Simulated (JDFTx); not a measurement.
# Run report: C, wannier calculation

System: C (P6₃/mmc, 4 atoms in the cell).
Method: Kohn-Sham DFT of a periodic cell, PBE, PseudoDojo-SR-PBE-0.5-standard, no spin polarisation (JDFTx 1.7.0 (patched build)).

The structure derives from an entry of the Crystallography Open Database.

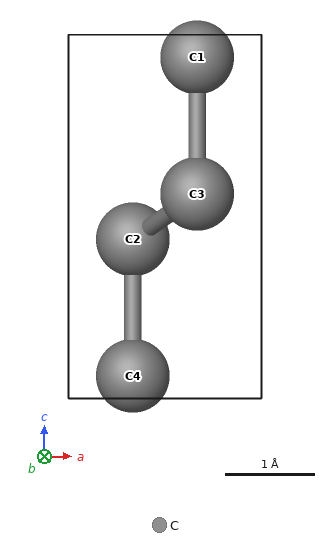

*The input geometry (ball-and-stick view of the cell of the calculation, along the b axis; atoms are numbered from 1 in the order of the input).*

## Results in brief

- outcome: converged
- space group (tolerance 0.01 Å): P6₃/mmc (194)
- hardware: 1 thread of Arm Neoverse V1, 24 GiB of memory available, shared host
- wall time: 0.65 s
- peak memory: 0.06 GiB

## Remarks

Points of doubt noted for this run: coarse mesh; may be a local minimum. The k-point mesh is coarse for a cell of this size, so the results may not be converged.

## Input
```
lattice \
    2.5221000000    -1.2610500000     0.0000000000 \
    0.0000000000     2.1842026709     0.0000000000 \
    0.0000000000     0.0000000000     4.1186000000
latt-scale 1.889726124626 1.889726124626 1.889726124626
coords-type Lattice
ion C      0.6666666667     0.3333333333     0.9375000000 1
ion C      0.3333333333     0.6666666667     0.4375000000 1
ion C      0.6666666667     0.3333333333     0.5625000000 1
ion C      0.3333333333     0.6666666667     0.0625000000 1

ion-species pseudo/C.upf
elec-cutoff 41 328
elec-ex-corr gga-PBE
kpoint-folding 5 5 3
elec-smearing Fermi 0.0018374661
elec-n-bands 14
forces-output-coords Cartesian

wannier-initial-state run.$VAR
wannier-dump-name wannier.$VAR
wannier localizationMeasure FiniteDifference bStart 0 saveWfnsRealSpace no
wannier-minimize nIterations 1000 energyDiffThreshold 1e-6
wannier-center Gaussian 0.8666 0.4219 1.0095 1.2
wannier-center Gaussian 0.5097 0.7379 0.5198 1.2
wannier-center Gaussian 0.8333 0.4771 0.6595 1.2
wannier-center Gaussian 0.5135 0.7793 0.1099 1.2
wannier-center Gaussian 0.6678 0.2661 0.8822 1.2
wannier-center Gaussian 0.3434 0.5708 0.3915 1.2
wannier-center Gaussian 0.7723 0.1923 0.4672 1.2
wannier-center Gaussian 0.3734 0.5453 0.0039 1.2
```

Launch command:
```bash
wannier -c 1 -i wannier.in -o wannier.out
```

## Output
```
*************** JDFTx 1.7.0 (patched build) ***************

Input parsed successfully to the following command list (including defaults):
[... the input with its defaults ...]

---------- Setting up symmetries ----------

Found 24 point-group symmetries of the bravais lattice
Found 24 space-group symmetries with basis
Applied RMS atom displacement 2.7517e-10 bohrs to make symmetries exact.

---------- Initializing the Grid ----------
R =
[      4.76608     -2.38304            0  ]
[            0      4.12754            0  ]
[            0            0      7.78303  ]
unit cell volume = 153.109
G =
[    1.31831   0.761129         -0  ]
[          0    1.52226          0  ]
[          0         -0   0.807293  ]
Minimum fftbox size, Smin = [  40  40  64  ]
Chosen fftbox size, S = [  40  40  64  ]

---------- Initializing tighter grid for wavefunction operations ----------
R =
[      4.76608     -2.38304            0  ]
[            0      4.12754            0  ]
[            0            0      7.78303  ]
unit cell volume = 153.109
G =
[    1.31831   0.761129         -0  ]
[          0    1.52226          0  ]
[          0         -0   0.807293  ]
Minimum fftbox size, Smin = [  28  28  48  ]
Chosen fftbox size, S = [  28  28  48  ]

---------- Exchange Correlation functional ----------
Initalized PBE GGA exchange.
Initalized PBE GGA correlation.

---------- Setting up pseudopotentials ----------
Width of ionic core gaussian charges (only for fluid interactions / plotting) set to 0

Reading pseudopotential file 'pseudo/C.upf':
  'C' pseudopotential, 'PBE' functional
  Generated using ONCVPSP code by D. R. Hamann
  4 valence electrons, 2 orbitals, 4 projectors, 1001 radial grid points, with lMax = 1
    2S    l: 0   occupation:  2.0   eigenvalue: -0.505335
    2P    l: 1   occupation:  2.0   eigenvalue: -0.194238
  Core radius for overlap checks: 1.21 bohrs.

Initialized 1 species with 4 total atoms.

Folded 1 k-points by 5x5x3 to 75 k-points.

---------- Setting up k-points, bands, fillings ----------
Reduced to 10 k-points under symmetry.
Computing the number of bands and number of electrons
Reading initial fillings from 'run.fillings'.
nElectrons:  16.000000   nBands: 14   nStates: 10

----- Setting up reduced wavefunction bases (one per k-point) -----
average nbasis = 1919.453 , ideal nbasis = 1919.867

---------- Setting up ewald sum ----------
Optimum gaussian width for ewald sums = 1.693950 bohr.
Real space sum over 1089 unit cells with max indices [  5  5  4  ]
Reciprocal space sum over 2873 terms with max indices [  6  6  8  ]

---------- Allocating electronic variables ----------
Reading eigenvalues from 'run.eigenvals'.
Initializing wave functions:  reading from 'run.wfns'

----- Initializing Supercell corresponding to k-point mesh -----
Lattice vector linear combinations in supercell:
[   5   0   0  ]
[   0   5   0  ]
[   0   0   3  ]
Supercell lattice vectors:
[  23.8304  -11.9152  0  ]
[  0  20.6377  0  ]
[  0  0  23.3491  ]

---------- Initializing Wannier Function solver ----------

---------- Initializing supercell grid for Wannier functions ----------
Setting up finite difference formula on k-mesh ... found a 8 neighbour formula.
nbasis = 2875 for k = [   0.000   0.000   0.000  ]

Computing initial overlaps ... done.
WannierMinimize: Iter:   0  Omega:  5.542621826240939e+01  |grad|_K:  3.668e+00
WannierMinimize: Iter:   1  Omega:  4.600930440120845e+01  |grad|_K:  2.892e+00  alpha:  1.000e+00  linmin: -4.365e-01
WannierMinimize: Iter:   2  Omega:  4.032823520021417e+01  |grad|_K:  3.781e+00  alpha:  1.000e+00  linmin:  1.786e-01
WannierMinimize: Iter:   3  Omega:  3.441063267499874e+01  |grad|_K:  2.799e+00  alpha:  1.000e+00  linmin: -5.062e-01
WannierMinimize: Iter:   4  Omega:  2.949998006758769e+01  |grad|_K:  3.246e+00  alpha:  1.000e+00  linmin:  2.330e-01
WannierMinimize: Iter:   5  Omega:  2.658521325211526e+01  |grad|_K:  1.983e+00  alpha:  1.000e+00  linmin: -9.497e-02
WannierMinimize: Iter:   6  Omega:  2.486972137433280e+01  |grad|_K:  1.369e+00  alpha:  1.000e+00  linmin: -2.171e-01
WannierMinimize: Iter:   7  Omega:  2.369900521338644e+01  |grad|_K:  1.164e+00  alpha:  1.000e+00  linmin: -2.416e-01
WannierMinimize: Iter:   8  Omega:  2.264833280984327e+01  |grad|_K:  1.102e+00  alpha:  1.000e+00  linmin: -1.828e-01
WannierMinimize: Iter:   9  Omega:  2.189524756134206e+01  |grad|_K:  1.530e+00  alpha:  1.000e+00  linmin:  1.322e-01
[... 11 further cycles ...]
WannierMinimize: Iter:  21  Omega:  2.063753532078153e+01  |grad|_K:  1.657e-02  alpha:  1.000e+00  linmin: -1.000e-01
WannierMinimize: Iter:  22  Omega:  2.063739411952015e+01  |grad|_K:  1.107e-02  alpha:  1.000e+00  linmin: -3.894e-01
WannierMinimize: Iter:  23  Omega:  2.063727625022920e+01  |grad|_K:  1.038e-02  alpha:  1.000e+00  linmin: -1.342e-01
WannierMinimize: Iter:  24  Omega:  2.063721901450031e+01  |grad|_K:  9.316e-03  alpha:  1.000e+00  linmin:  7.110e-03
WannierMinimize: Iter:  25  Omega:  2.063719551179951e+01  |grad|_K:  3.792e-03  alpha:  1.000e+00  linmin: -1.215e-02
WannierMinimize: Iter:  26  Omega:  2.063719085863727e+01  |grad|_K:  1.609e-03  alpha:  1.000e+00  linmin: -2.978e-01
WannierMinimize: Iter:  27  Omega:  2.063718953996049e+01  |grad|_K:  1.218e-03  alpha:  1.000e+00  linmin: -5.411e-01
WannierMinimize: Iter:  28  Omega:  2.063718832245608e+01  |grad|_K:  1.289e-03  alpha:  1.000e+00  linmin:  6.213e-02
WannierMinimize: Iter:  29  Omega:  2.063718787601901e+01  |grad|_K:  1.017e-03  alpha:  1.000e+00  linmin:  2.386e-01
WannierMinimize: Iter:  30  Omega:  2.063718764113398e+01  |grad|_K:  5.164e-04  alpha:  1.000e+00  linmin: -7.494e-01
WannierMinimize: Converged (|Delta Omega|<1.000000e-06 for 2 iters).

Optimum spread:
	Omega:  2.063718764113398e+01
	OmegaI: 1.806743566125766e+01

Centers in lattice coords:
	[ 1 0.499993 0.999997 ] spread: 2.55893 bohr^2
	[ 0.499989 0.499992 0.499997 ] spread: 2.55899 bohr^2
	[ 1 0.500007 0.500004 ] spread: 2.55877 bohr^2
	[ 0.499999 1 -9.40956e-07 ] spread: 2.55881 bohr^2
	[ 0.666666 0.33334 0.749999 ] spread: 2.64203 bohr^2
	[ 0.333325 0.666657 0.25 ] spread: 2.64193 bohr^2
	[ 0.500015 9.77294e-07 0.500002 ] spread: 2.55885 bohr^2
	[ 0.500004 0.500005 3.84906e-06 ] spread: 2.55888 bohr^2
Dumping 'wannier.mlwfH' ... done. Relative discarded imaginary part: 6.407065e-09
Done!
```
